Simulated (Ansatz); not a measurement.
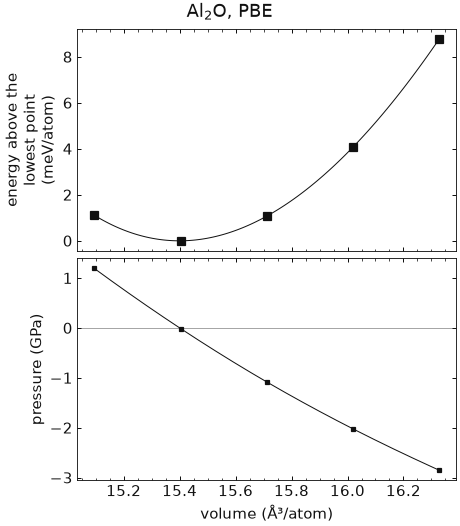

Caption: Energy above the lowest point and pressure against volume for Al₂O, space group Fm-3m (No. 225) (one of a set of cubic test structures, which need not be the stable phase).

A third-order Birch–Murnaghan fit gives V0 = 15.40 Å³/atom, B0 = 56.8 GPa and B′ = 5.3. The energy above the lowest point is 1.11 meV/atom at volume 15.10 Å³/atom and 8.77 meV/atom at 16.33 Å³/atom; the lowest computed point is at volume 15.40 Å³/atom (0.00 meV/atom). The pressure falls from 1.193 GPa at volume 15.10 Å³/atom to −2.850 GPa at 16.33 Å³/atom, and changes sign near 15.40 Å³/atom.

How it was computed, with Ansatz 0.2.0 development build: equation of state of a cubic crystal from periodic Kohn-Sham density functional theory without spin, third-order Birch-Murnaghan fit to the free energies; pressure corrected for the finite basis. Level: PBE.

```json
{"setting": "structure type", "value": "antifluorite"}
{"setting": "atoms in cell", "value": "3"}
{"setting": "space group number", "value": "225"}
{"setting": "lattice centring", "value": "face-centred primitive"}
{"setting": "k mesh", "value": "33×33×33"}
{"setting": "occupation method", "value": "Fermi–Dirac"}
{"setting": "occupation width", "value": "0.06123 eV"}
{"setting": "wave cutoff", "value": "420 eV"}
{"setting": "datasets", "value": "soft-1 PAW"}
{"setting": "density tolerance", "value": "1e-07 eV"}
{"setting": "bands", "value": "10"}
{"setting": "density cutoff ratio", "value": "4"}
{"setting": "search for lower states", "value": "default"}
```

Note: cubic model structure, not the ambient form.

One of the inputs:
```
crystal:
  lattice:
    - [0.0, 2.867047637529, 2.867047637529]
    - [2.867047637529, 0.0, 2.867047637529]
    - [2.867047637529, 2.867047637529, 0.0]
  atoms:
    - { symbol: Al, position: [0.25, 0.25, 0.25] }
    - { symbol: Al, position: [0.75, 0.75, 0.75] }
    - { symbol: O, position: [0, 0, 0] }
kpoints:
  mp_grid: { grid: [33, 33, 33] }
hamiltonian:
  xc: pbe
  pseudopotentials: { kind: paw }
scf:
  occupations: { method: fermi_dirac, width: 0.061225619053 }
output:
  forces: true
  stress: true
```

Command:
```bash
ansatz run input.yaml --threads 2
```
